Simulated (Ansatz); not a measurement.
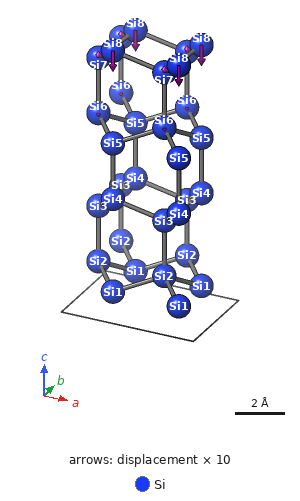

This is a constrained relaxation of a slab of composition Si (cut from the P6_3/mmc phase). The starting structure is drawn; purple arrows show the displacements, magnified 10 times.

Style: ball-and-stick. Shown: the 2 × 2 repeat of the cell, outlined in the plane, without the vacuum, slightly off an axis.

Case: clean slab, lower half held. The slab is the (0 0 1) face of Si. 4 atoms are held fixed.

Theory: Ansatz, DFT PBEsol, scalar-relativistic, plane waves, PAW.

Input file:
```yaml
crystal:
  lattice:
    - [3.8248883485, 0.0, 0.0]
    - [-1.9124441742, 3.3124504764, 0.0]
    - [0.0, 0.0, 27.2832821802]
  atoms:
    - { symbol: Si, position: [0.6666666667, 0.3333333333, 0.3115460942] }
    - { symbol: Si, position: [0.3333333333, 0.6666666667, 0.3407519222] }
    - { symbol: Si, position: [0.3333333333, 0.6666666667, 0.4274467554] }
    - { symbol: Si, position: [0.6666666667, 0.3333333333, 0.4566525834] }
    - { symbol: Si, position: [0.6666666667, 0.3333333333, 0.5433474166] }
    - { symbol: Si, position: [0.3333333333, 0.6666666667, 0.5725532446] }
    - { symbol: Si, position: [0.3333333333, 0.6666666667, 0.6592480778] }
    - { symbol: Si, position: [0.6666666667, 0.3333333333, 0.6884539058] }
basis:
  ecutwfc: 420
kpoints:
  mp_grid: { grid: [9, 9, 1] }
hamiltonian:
  xc: pbesol
scf:
  occupations: { method: gaussian, width: 0.05 }
output:
  forces: true
  eigenvalues: true
relax:
  adjacent_minimum: "off"
  f_tol: 0.03
  max_steps: 70
  constraints: [{ sites: [0, 1, 2, 3] }]
efield:
  axis: 3
  dipole_correction: true
  ramp_width: 0.04
```

Run as
```bash
ansatz run input.yaml --threads 2 --pin off --max-ram 5120MiB --backend cpu --events-out ev --progress --plain --runs-dir out
```

Describe the change and its energy.

Answer. After 2 accepted moves (3 points after the start) the energy has fallen by 38.6 meV per cell of the calculation. Largest force component: 0.73 eV/Å at the start, 0.025 eV/Å at the end. 1 step only repeated the SCF at the same geometry. The largest move is that of Si8, 0.092 Å along the normal (−c). The cell stays as it was. Near-neighbour distances that change, for instance: Si6–Si7 2.365 → 2.413 Å, Si7–Si8 2.348 → 2.309 Å, Si4–Si5 2.365 → 2.360 Å, Si5–Si6 2.348 → 2.344 Å. Among the angles between lasting bonds that change: Si6–Si7–Si8 109.8° → 107.0°, Si8–Si7–Si8 109.1° → 111.8°.
